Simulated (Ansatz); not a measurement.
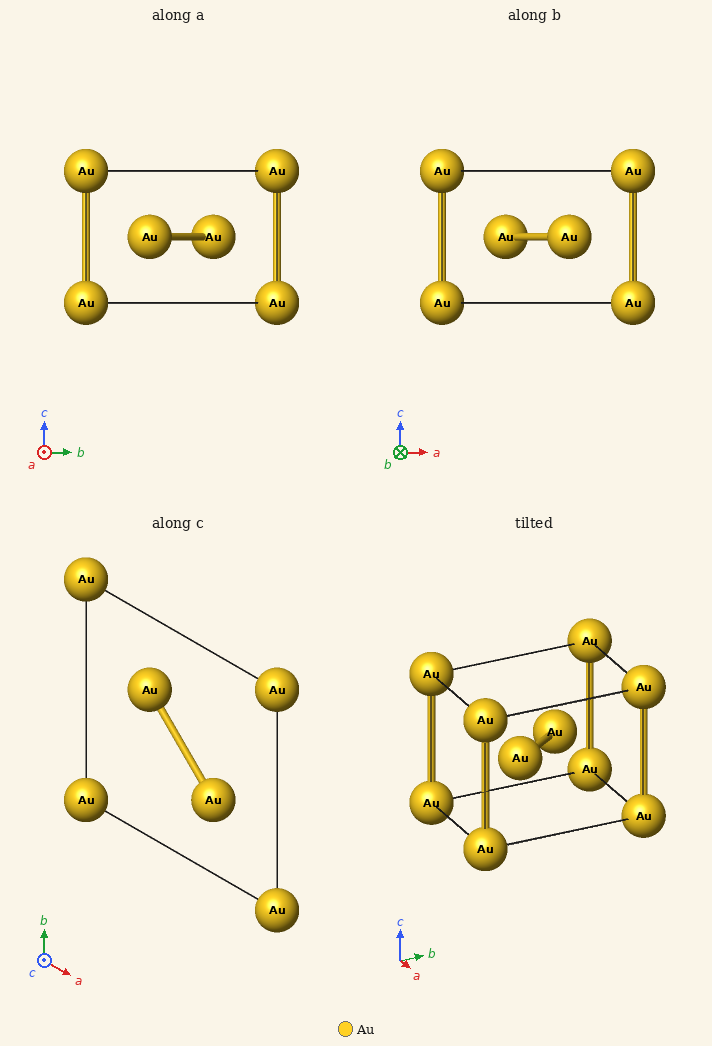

This ball-and-stick model is shown along the a axis, along the b axis, along the c axis and slightly off an axis. The lines enclose the conventional unit cell; boundary atoms appear with their images.

Lattice parameters: a = 4.8498 Å, b = 4.8498 Å, c = 2.8985 Å, α = 90.000°, β = 90.000°, γ = 120.000°.

### Set out the cell and atoms as a CIF in P1 with every atom of the cell.

```cif
data_structure
_symmetry_space_group_name_H-M 'P 1'
_symmetry_Int_Tables_number 1
_cell_length_a 4.8498
_cell_length_b 4.8498
_cell_length_c 2.8985
_cell_angle_alpha 90.000
_cell_angle_beta 90.000
_cell_angle_gamma 120.000
_cell_volume 59.04
loop_
_atom_site_label
_atom_site_type_symbol
_atom_site_fract_x
_atom_site_fract_y
_atom_site_fract_z
_atom_site_occupancy
Au1 Au 0.0000 0.0000 0.0000 1
Au2 Au 0.3333 0.6667 0.5000 1
Au3 Au 0.6667 0.3333 0.5000 1
```

Origin of the cell: a structure type filled with this element by a generator (whether the element takes this form wasn't checked). Earlier steps of the study may have refined or changed the cell and positions. It was run through Ansatz as a DFT input.

At this level of theory the cell isn't at rest (stretched, at -4 GPa), so its distances can differ from those at equilibrium, the more so the softer the solid.
